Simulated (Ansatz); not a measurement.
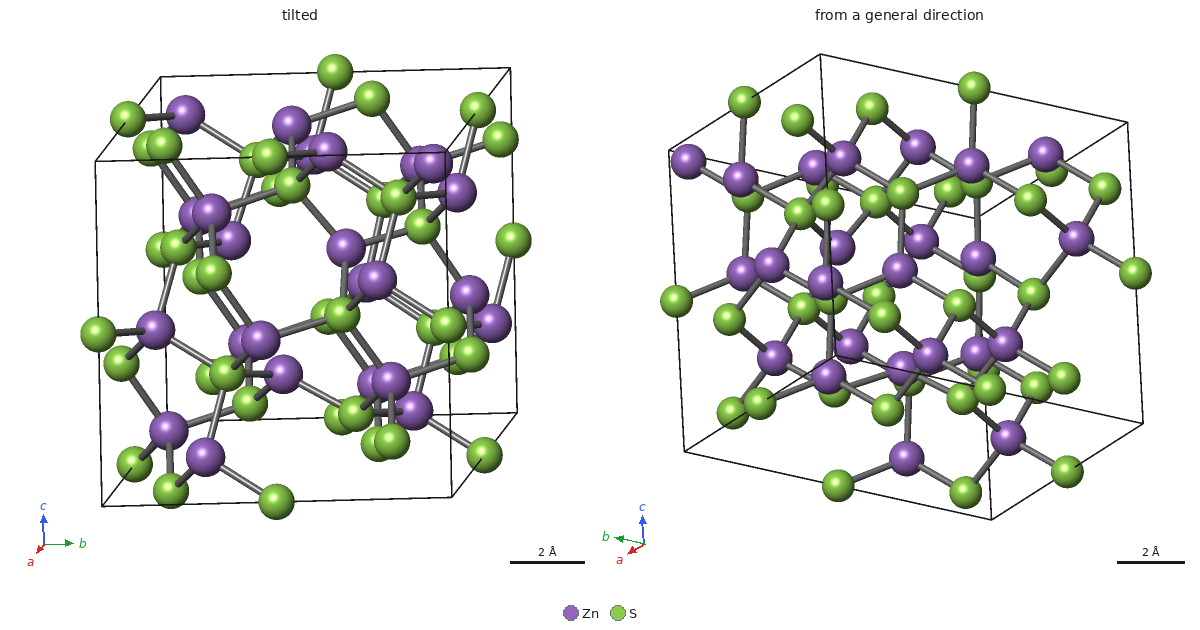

Drawn in the ball-and-stick manner and seen slightly off an axis and from a general direction. Thin lines show the supercell, with boundary atoms drawn in all their periodic places. The host is ZnS, in a cell of 48 sites, and the cell carries a charge of +1.

### Identify the point defect.

A sulfur vacancy. Around the empty site lie four Zn at about 2.5 to 2.7 Å.

Computed with DFT PBE, scalar-relativistic, plane waves, PAW (Ansatz 0.2.0). Settings: plane-wave cutoff 420 eV, 2×2×2 k-mesh, Gaussian smearing of 0.01 eV, collinear spins.

### Does the calculation give a net moment?

Yes, 1.0 μB in the cell.

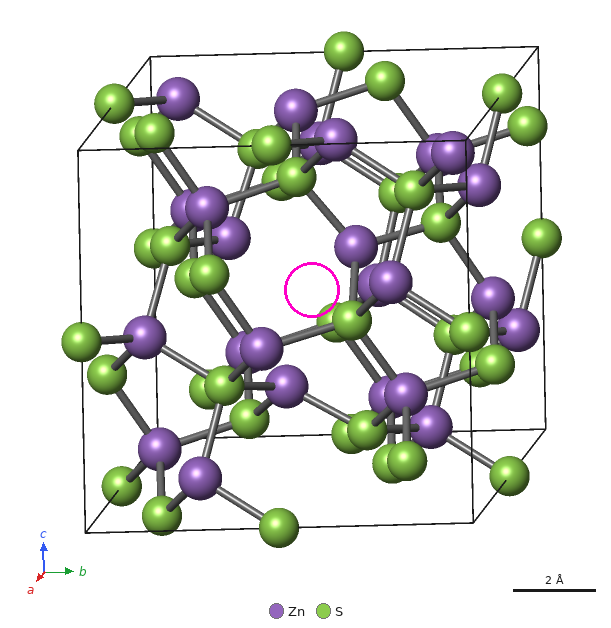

The same cell with a ring at the defect's site.

The atoms were relaxed in the host's cell with DFT PBE, scalar-relativistic, plane waves, PAW in Ansatz.
